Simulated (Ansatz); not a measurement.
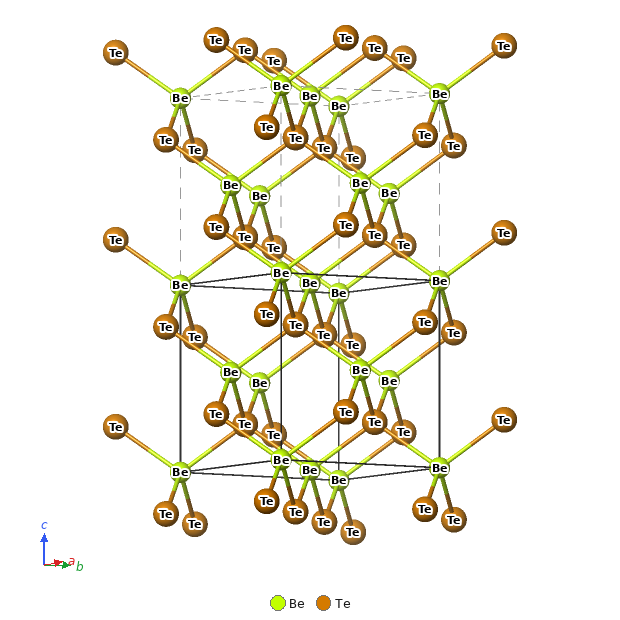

BeTe (space group F-43m, No. 216): a calculation's input that goes back to an entry of the Crystallography Open Database (an earlier step may have relaxed or displaced it).

Bonds are taken as Be–Te below 2.7 Å; no other contact counts. Simplification: prune 0- and 1-connected atoms, fold 2-connected ones into links.

Question: What kind of net remains, and which atoms are its nodes?

Answer: A uninodal 4-connected, three-periodic net: Be and Te are 4-connected nodes.

Question: Which named net is it?

Answer: It is the dia net, known from diamond, zinc blende and cristobalite.

Question: Is the net interpenetrated?

Answer: It is a single net, without interpenetration.

Question: How many nodes does the smallest cycle have?

Answer: Six.

The simplified net, drawn on the atoms' positions. Nodes are coloured by element. Short stubs are edges that leave the cut-out.

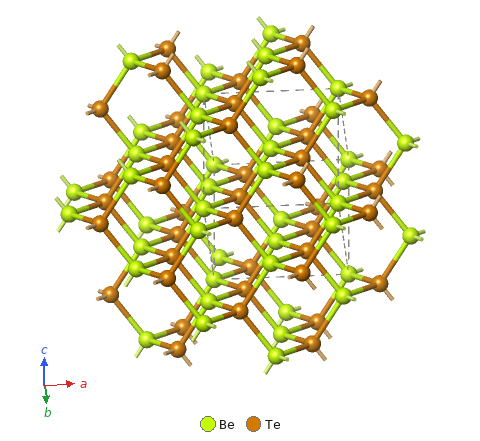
